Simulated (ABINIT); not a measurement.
**BaTiO3: positron calculation (part 2 of 2)**

The same run, continued: BaTiO3 (P4mm, 5 atoms in the cell); Kohn-Sham DFT of a periodic cell, PBE, JTH PAW PBE v2.0, no spin polarisation (ABINIT 10.8.3); cutoff 517.02 eV, 5×5×5 k-mesh, fermi-dirac of 0.05 eV. The structure derives from an entry of the Crystallography Open Database.

Geometry of the input (Å; fractional positions):
```
3.9998  0.0000  0.0000
0.0000  3.9998  0.0000
0.0000  0.0000  4.0180
Ba 0.0000  0.0000  0.0000
Ti 0.5000  0.5000  0.4900
O  0.0000  0.5000  0.5170
O  0.5000  0.0000  0.5170
O  0.5000  0.5000  0.0190
```

**What the program printed, continued**
```
 cartesian forces (eV/Angstrom) at end:
    1     -0.00000000000000    -0.00000000000000     0.06814602786075
    2     -0.00000000000000    -0.00000000000000    -0.13751164278387
    3     -0.00000000000000    -0.00000000000000    -0.11335020595377
    4     -0.00000000000000    -0.00000000000000    -0.11335020595377
    5     -0.00000000000000    -0.00000000000000     0.29606602683066
 frms,max,avg= 9.5535321E-02 2.9606603E-01   0.000E+00  0.000E+00 -2.672E-03 e/A
 length scales=  7.558526553300  7.558526553300  7.592919568700 bohr
              =  3.999799997298  3.999799997298  4.017999997250 angstroms
 Fermi (or HOMO) energy (hartree) =   0.18529   Average Vxc (hartree)=  -0.41572
 Eigenvalues (hartree) for nkpt=  18  k points:
 kpt#   1, nband= 24, wtk=  0.00800, kpt=  0.0000  0.0000  0.0000 (reduced coord)
  -1.92487   -1.05202   -1.05092   -1.05092   -0.75965   -0.46846   -0.44470   -0.44259
  -0.21472   -0.21472   -0.21463    0.06785    0.06826    0.06826    0.10816    0.10816
   0.11158    0.14242    0.14291    0.14291    0.21886    0.22681    0.22681    0.30343
      occupation numbers for kpt#   1
   2.00000    2.00000    2.00000    2.00000    2.00000    2.00000    2.00000    2.00000
   2.00000    2.00000    2.00000    2.00000    2.00000    2.00000    2.00000    2.00000
   2.00000    2.00000    2.00000    2.00000    0.00000    0.00000    0.00000    0.00000
 prteigrs : prtvol=0 or 1, do not print more k-points.

--- !EnergyTerms
iteration_state     : {dtset: 1, }
comment             : Components of total free energy in Hartree
kinetic             :  3.97064501780795E+01
hartree             :  2.94345621251491E+01
xc                  : -2.18736390455986E+01
Ewald energy        : -1.03499980227469E+02
psp_core            :  9.30927814466204E+00
local_psp           : -9.02123980677184E+01
PAW spherical_terms :  3.87700711121780E+00
internal            : -1.33258719781678E+02
'-kT*entropy'       : -2.72097155777341E-11
total_energy        : -1.33258719781705E+02
total_energy_eV     : -3.62615449462493E+03
...

--- !EnergyTermsDC
iteration_state     : {dtset: 1, }
comment             : '"Double-counting" decomposition of free energy'
band_energy         : -1.42893289826849E+01
Ewald energy        : -1.03499980227469E+02
psp_core            :  9.30927814466204E+00
xc_dc               : -2.77217952326989E+01
PAW spherical_terms :  2.94310804709080E+00
internal            : -1.33258718251100E+02
'-kT*entropy'       : -2.72097155777341E-11
total_energy_dc     : -1.33258718251128E+02
total_energy_dc_eV  : -3.62615445297579E+03
...

--- !EnergyTermsWithPAWCore
iteration_state     : {dtset: 1, }
comment             : 'Components of total free energy, including PAW core contributions'
Total energy        : -9.21555982604702E+03
Total energy DC     : -9.21555982451645E+03
Total energy (eV)   : -2.50768157899511E+05
Total energy DC (eV): -2.50768157857862E+05
...

 Cartesian components of stress tensor (hartree/bohr^3)
  sigma(1 1)= -9.70346692E-05  sigma(3 2)=  0.00000000E+00
  sigma(2 2)= -9.70346692E-05  sigma(3 1)=  0.00000000E+00
  sigma(3 3)= -1.29845498E-04  sigma(2 1)=  0.00000000E+00

-Cartesian components of stress tensor (GPa)         [Pressure=  3.1766E+00 GPa]
- sigma(1 1)= -2.85485853E+00  sigma(3 2)=  0.00000000E+00
- sigma(2 2)= -2.85485853E+00  sigma(3 1)=  0.00000000E+00
- sigma(3 3)= -3.82018644E+00  sigma(2 1)=  0.00000000E+00

================================================================================
== DATASET  2 ==================================================================

--- !DatasetInfo
iteration_state: {dtset: 2, }
dimensions: {natom: 5, nkpt: 1, mband: 1, nsppol: 1, nspinor: 1, nspden: 1, mpw: 872, }
cutoff_energies: {ecut:  19.0, pawecutdg:  38.0, }
electrons: {nelect:   1.00000000E+00, charge:   0.00000000E+00, occopt:   2.00000000E+00, tsmear:   1.00000000E-02, }
meta: {optdriver: 0, ionmov: 0, optcell: 0, iscf: 17, paral_kgb: 0, }
...

 mkfilename : getden/=0, take file _DEN from output of DATASET   1.

 Exchange-correlation functional for the present dataset will be:
  GGA: Perdew-Burke-Ernzerhof functional - ixc=11
  J.P.Perdew, K.Burke, M.Ernzerhof, PRL 77, 3865 (1996)

 Real(R)+Recip(G) space primitive vectors, cartesian coordinates (Bohr,Bohr^-1):
 R(1)=  7.5585266  0.0000000  0.0000000  G(1)=  0.1323009  0.0000000  0.0000000
 R(2)=  0.0000000  7.5585266  0.0000000  G(2)=  0.0000000  0.1323009  0.0000000
 R(3)=  0.0000000  0.0000000  7.5929196  G(3)=  0.0000000  0.0000000  0.1317016
 Unit cell volume ucvol=  4.3379355E+02 bohr^3
 Angles (23,13,12)=  9.00000000E+01  9.00000000E+01  9.00000000E+01 degrees

 Coarse grid specifications (used for wave-functions):

 getcut: wavevector=  0.0000  0.0000  0.0000  ngfft=  30  30  30
         ecut(hartree)=     19.000   => boxcut(ratio)=   2.01359

 Fine grid specifications (used for densities):

 getcut: wavevector=  0.0000  0.0000  0.0000  ngfft=  45  45  45
         ecut(hartree)=     38.000   => boxcut(ratio)=   2.08827

--- Pseudopotential description ------------------------------------------------
- pspini: atom type   1  psp file is ./Ba.GGA_PBE-JTH.xml
 Pseudopotential format is: paw10
 basis_size (lnmax)=  6 (lmn_size= 18), orbitals=   0   0   1   1   2   2
 Spheres core radius: rc_sph= 2.31518568
 Shapefunction is SIN type: shapef(r)=[sin(pi*r/rshp)/(pi*r/rshp)]**2
 Radius for shape functions =  1.90897922
 Compensation charge density is not taken into account in XC energy/potential

- pspini: atom type   2  psp file is ./Ti.GGA_PBE-JTH.xml
 Pseudopotential format is: paw10
 basis_size (lnmax)=  6 (lmn_size= 18), orbitals=   0   0   1   1   2   2
 Spheres core radius: rc_sph= 2.30802695
 Shapefunction is BESSEL type: shapef(r,l)=aa(1,l)*jl(q(1,l)*r)+aa(2,l)*jl(q(2,l)*r)
 Radius for shape functions =  2.01037111
 Compensation charge density is not taken into account in XC energy/potential

- pspini: atom type   3  psp file is ./O.GGA_PBE-JTH.xml
 Pseudopotential format is: paw10
 basis_size (lnmax)=  4 (lmn_size=  8), orbitals=   0   0   1   1
 Spheres core radius: rc_sph= 1.41465230
 Shapefunction is SIN type: shapef(r)=[sin(pi*r/rshp)/(pi*r/rshp)]**2
 Radius for shape functions =  1.20231231
 Compensation charge density is not taken into account in XC energy/potential

--------------------------------------------------------------------------------

================================================================================

--- !BeginCycle
iteration_state: {dtset: 2, }
solver: {iscf: 17, nstep: 80, nline: 4, wfoptalg: 10, }
tolerances: {toldfe: 1.00E-09, }
...

     iter   Etot(hartree)      deltaE(h)  residm     nres2
 ETOT  1  -133.10305311333    -1.331E+02 1.365E+01 4.149E-01
 ETOT  2  -133.30393289492    -2.009E-01 2.501E+00 1.024E-01
 ETOT  3  -133.35186740004    -4.793E-02 4.835E-01 3.846E-02
 ETOT  4  -133.40101689229    -4.915E-02 1.638E+00 4.784E-02
 ETOT  5  -133.46857252769    -6.756E-02 7.943E-01 8.853E-02
 ETOT  6  -133.55415295070    -8.558E-02 2.750E+00 1.629E-01
 ETOT  7  -133.61818450232    -6.403E-02 6.142E-01 1.738E-01
 ETOT  8  -133.64428172223    -2.610E-02 8.758E-01 1.224E-01
 ETOT  9  -133.65396194577    -9.680E-03 9.586E-02 7.387E-02
 ETOT 10  -133.65777023974    -3.808E-03 1.346E-01 8.141E-02
 ETOT 11  -133.65931509886    -1.545E-03 1.525E-02 1.563E-01
 ETOT 12  -133.65995276575    -6.377E-04 2.204E-02 2.747E-01
 ETOT 13  -133.66027746646    -3.247E-04 2.610E-03 6.388E-03
 ETOT 14  -133.66037340139    -9.593E-05 3.800E-03 4.311E-02
 ETOT 15  -133.66028780692     8.559E-05 4.592E-04 2.840E-02
 ETOT 16  -133.66030186884    -1.406E-05 6.686E-04 4.446E-04
 ETOT 17  -133.66029956173     2.307E-06 8.172E-05 5.773E-05
 ETOT 18  -133.66030294864    -3.387E-06 1.190E-04 4.797E-06
 ETOT 19  -133.66030432330    -1.375E-06 1.470E-05 1.088E-06
 ETOT 20  -133.66030492337    -6.001E-07 2.134E-05 6.798E-07
 ETOT 21  -133.66030517861    -2.552E-07 2.655E-06 2.312E-07
 ETOT 22  -133.66030528703    -1.084E-07 3.855E-06 6.009E-08
 ETOT 23  -133.66030533319    -4.616E-08 4.809E-07 2.583E-09
 ETOT 24  -133.66030535284    -1.965E-08 6.984E-07 1.501E-08
 ETOT 25  -133.66030536121    -8.372E-09 8.732E-08 6.014E-09
 ETOT 26  -133.66030536478    -3.569E-09 1.268E-07 3.180E-09
 ETOT 27  -133.66030536630    -1.522E-09 1.589E-08 1.891E-09
 ETOT 28  -133.66030536695    -6.493E-10 2.308E-08 8.089E-11
 ETOT 29  -133.66030536723    -2.771E-10 2.895E-09 2.660E-10

 At SCF step   29, etot is converged :
  for the second time, diff in etot=  2.771E-10 < toldfe=  1.000E-09

--- !ResultsGS
iteration_state: {dtset: 2, }
comment   : Summary of ground state results
lattice_vectors:
- [  7.5585266,   0.0000000,   0.0000000, ]
- [  0.0000000,   7.5585266,   0.0000000, ]
- [  0.0000000,   0.0000000,   7.5929196, ]
lattice_lengths: [   7.55853,    7.55853,    7.59292, ]
lattice_angles: [ 90.000,  90.000,  90.000, ] # degrees, (23, 13, 12)
lattice_volume:   4.3379355E+02
convergence: {deltae: -2.771E-10, res2:  2.660E-10, residm:  2.895E-09, diffor:  0.000E+00, }
etotal    :  -1.33660305E+02
entropy   :   0.00000000E+00
fermie    :  -4.01587116E-01
cartesian_stress_tensor: null
pressure_GPa: null
xred      :
- [  0.0000E+00,   0.0000E+00,   0.0000E+00, Ba]
- [  5.0000E-01,   5.0000E-01,   4.9000E-01, Ti]
- [  0.0000E+00,   5.0000E-01,   5.1700E-01,  O]
- [  5.0000E-01,   0.0000E+00,   5.1700E-01,  O]
- [  5.0000E-01,   5.0000E-01,   1.9000E-02,  O]
cartesian_forces: null
force_length_stats: {min: null, max: null, mean: null, }
...

 Integrated electronic density in atomic spheres:
 ------------------------------------------------
 Atom  Sphere_radius  Integrated_density
    1        2.31519          0.03460846
    2        2.30803          0.05263443
    3        1.41465          0.01409557
    4        1.41465          0.01409557
    5        1.41465          0.01368147

--------------------------------------------------------------------------------
 Results for electron-positron annihilation:

2 computations of positron lifetime have been performed (with different enhancement factors).

########## Lifetime computation 1

 # Zero-positron density limit of Arponen and Pajanne provided by Boronski & Nieminen
   Ref.: Boronski and R.M. Nieminen, Phys. Rev. B 34, 3820 (1986)
 # Enhancement factor of Boronski & Nieminen
   Ref.: Boronski and R.M. Nieminen, Phys. Rev. B 34, 3820 (1986)

 Positron lifetime                         (ps)   =  1.40226083E+02
 Positron lifetime with IPM for core elec. (ps)   =  1.40940460E+02
 Annihilation rate                         (ns-1) =  7.13134090E+00
 Annihilation rate with IPM for core elec. (ns-1) =  7.09519469E+00

 Annihilation rate core/valence decomposition:
   Core    contribution to ann.rate          (ns-1) =  1.97042134E-01
   Valence contribution to ann.rate          (ns-1) =  6.93429876E+00
   Core    contribution to ann.rate with IPM (ns-1) =  1.52990627E-01
   Valence contribution to ann.rate with IPM (ns-1) =  6.94220406E+00

 Annihilation rate PAW decomposition:
   Plane-wave contribution to ann.rate          (ns-1) =  7.01917462E+00
   Plane-wave valence contribution to ann.rate  (ns-1) =  6.95365083E+00
   On-site core contribution to ann.rate        (ns-1) =  1.31518346E-01
   On-site valence contribution to ann.rate     (ns-1) = -1.93520683E-02
   Plane-wave contribution to ann.rate with IPM (ns-1) =  6.99396723E+00
   Plane-wave core contrb. to ann.rate with IPM (ns-1) =  3.08978494E-02

########## Lifetime computation 2

 # Zero-positron density limit of Arponen and Pajanne provided by Boronski & Nieminen
   Ref.: Boronski and R.M. Nieminen, Phys. Rev. B 34, 3820 (1986)
 # Enhancement factor of Boronski & Nieminen IN THE RPA LIMIT
   Ref.: Boronski and R.M. Nieminen, Phys. Rev. B 34, 3820 (1986)

 Positron lifetime                         (ps)   =  1.33414505E+02
 Positron lifetime with IPM for core elec. (ps)   =  1.34059726E+02
 Annihilation rate                         (ns-1) =  7.49543689E+00
 Annihilation rate with IPM for core elec. (ns-1) =  7.45936179E+00

 Annihilation rate core/valence decomposition:
   Core    contribution to ann.rate          (ns-1) =  1.97205414E-01
   Valence contribution to ann.rate          (ns-1) =  7.29823148E+00
   Core    contribution to ann.rate with IPM (ns-1) =  1.52990627E-01
   Valence contribution to ann.rate with IPM (ns-1) =  7.30637116E+00

 Annihilation rate PAW decomposition:
   Plane-wave contribution to ann.rate          (ns-1) =  7.38361146E+00
   Plane-wave valence contribution to ann.rate  (ns-1) =  7.31791209E+00
   On-site core contribution to ann.rate        (ns-1) =  1.31506044E-01
   On-site valence contribution to ann.rate     (ns-1) = -1.96806137E-02
   Plane-wave contribution to ann.rate with IPM (ns-1) =  7.35847658E+00
   Plane-wave core contrb. to ann.rate with IPM (ns-1) =  3.08978494E-02

      (*) IPM=Independent particle Model

================================================================================

 ----iterations are completed or convergence reached----

 Mean square residual over all n,k,spin=   28.945E-10; max=  28.945E-10
 reduced coordinates (array xred) for    5 atoms
       0.000000000000      0.000000000000      0.000000000000
       0.500000000000      0.500000000000      0.490000000000
       0.000000000000      0.500000000000      0.517000000000
       0.500000000000      0.000000000000      0.517000000000
       0.500000000000      0.500000000000      0.019000000000
 rms dE/dt=  0.0000E+00; max dE/dt=  0.0000E+00; dE/dt below (all hartree)
    1       0.000000000000      0.000000000000      0.000000000000
    2       0.000000000000      0.000000000000      0.000000000000
    3       0.000000000000      0.000000000000      0.000000000000
    4       0.000000000000      0.000000000000      0.000000000000
    5       0.000000000000      0.000000000000      0.000000000000

 cartesian coordinates (angstrom) at end:
    1      0.00000000000000     0.00000000000000     0.00000000000000
    2      1.99989999864902     1.99989999864902     1.96881999865231
    3      0.00000000000000     1.99989999864902     2.07730599857805
    4      1.99989999864902     0.00000000000000     2.07730599857805
    5      1.99989999864902     1.99989999864902     0.07634199994774
 length scales=  7.558526553300  7.558526553300  7.592919568700 bohr
              =  3.999799997298  3.999799997298  4.017999997250 angstroms
 Fermi (or HOMO) energy (hartree) =  -0.40159   Average Vxc (hartree)=  -0.34750
 Eigenvalues (hartree) for nkpt=   1  k points:
 kpt#   1, nband=  1, wtk=  1.00000, kpt=  0.0000  0.0000  0.0000 (reduced coord)
  -0.40159

--- !EnergyTerms
iteration_state     : {dtset: 2, }
comment             : Components of total free energy in Hartree
kinetic             :  9.26131954842680E-02
local_psp           : -5.08840474096890E-01
PAW spherical_terms :  1.75716238608501E-02
positronic          : -3.98655654751765E-01
electronic          : -1.33258718251128E+02
electron_positron_interaction: -2.93155457177195E-03
total_energy        : -1.33660305460451E+02
total_energy_eV     : -3.63708219764014E+03
...

--- !EnergyTermsDC
iteration_state     : {dtset: 2, }
comment             : '"Double-counting" decomposition of free energy'
band_energy         : -4.01587116102859E-01
PAW spherical_terms :  0.00000000000000E+00
electron_positron_dc:  2.93155457280881E-03
positronic          : -3.98655561530065E-01
electronic          : -1.33258718251128E+02
electron_positron_interaction: -2.93155457177195E-03
total_energy_dc     : -1.33660305367229E+02
total_energy_dc_eV  : -3.63708219510345E+03
...

== END DATASET(S) ==============================================================
================================================================================

 -outvars: echo values of variables after computation  --------
            acell      7.5585265533E+00  7.5585265533E+00  7.5929195687E+00 Bohr
           etotal1    -1.3325871825E+02
           etotal2    -1.3366030537E+02
            fcart1    -0.0000000000E+00 -0.0000000000E+00  1.3252292480E-03
                      -0.0000000000E+00 -0.0000000000E+00 -2.6741756884E-03
                      -0.0000000000E+00 -0.0000000000E+00 -2.2043105507E-03
                      -0.0000000000E+00 -0.0000000000E+00 -2.2043105507E-03
                      -0.0000000000E+00 -0.0000000000E+00  5.7575675417E-03
            fcart2     9.9999999999E+99  9.9999999999E+99  9.9999999999E+99
                       9.9999999999E+99  9.9999999999E+99  9.9999999999E+99
                       9.9999999999E+99  9.9999999999E+99  9.9999999999E+99
                       9.9999999999E+99  9.9999999999E+99  9.9999999999E+99
                       9.9999999999E+99  9.9999999999E+99  9.9999999999E+99
           strten1    -9.7034669227E-05 -9.7034669227E-05 -1.2984549779E-04
                       0.0000000000E+00  0.0000000000E+00  0.0000000000E+00
           strten2     9.9999999999E+99  9.9999999999E+99  9.9999999999E+99
                       9.9999999999E+99  9.9999999999E+99  9.9999999999E+99
           xangst      0.0000000000E+00  0.0000000000E+00  0.0000000000E+00
                       1.9998999986E+00  1.9998999986E+00  1.9688199987E+00
                       0.0000000000E+00  1.9998999986E+00  2.0773059986E+00
                       1.9998999986E+00  0.0000000000E+00  2.0773059986E+00
                       1.9998999986E+00  1.9998999986E+00  7.6341999948E-02
             xred      0.0000000000E+00  0.0000000000E+00  0.0000000000E+00
                       5.0000000000E-01  5.0000000000E-01  4.9000000000E-01
                       0.0000000000E+00  5.0000000000E-01  5.1700000000E-01
                       5.0000000000E-01  0.0000000000E+00  5.1700000000E-01
                       5.0000000000E-01  5.0000000000E-01  1.9000000000E-02
 Calculation completed.
```

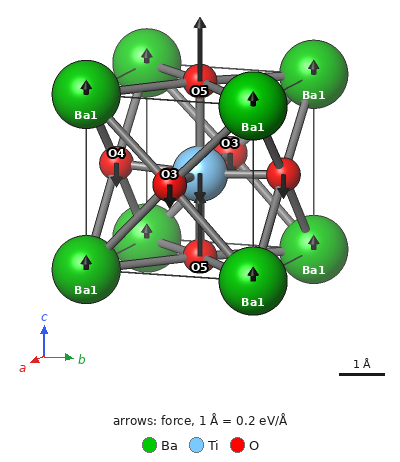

Fig. 1: Forces on the atoms as black arrows (ball-and-stick view of the cell of the calculation, seen slightly off an axis; atoms are numbered from 1 in the order of the input). The largest act on O5 (0.30 eV/Å); Ti2 (0.14 eV/Å); O3, O4 (0.11 eV/Å). The geometry is not a stationary point of this energy.
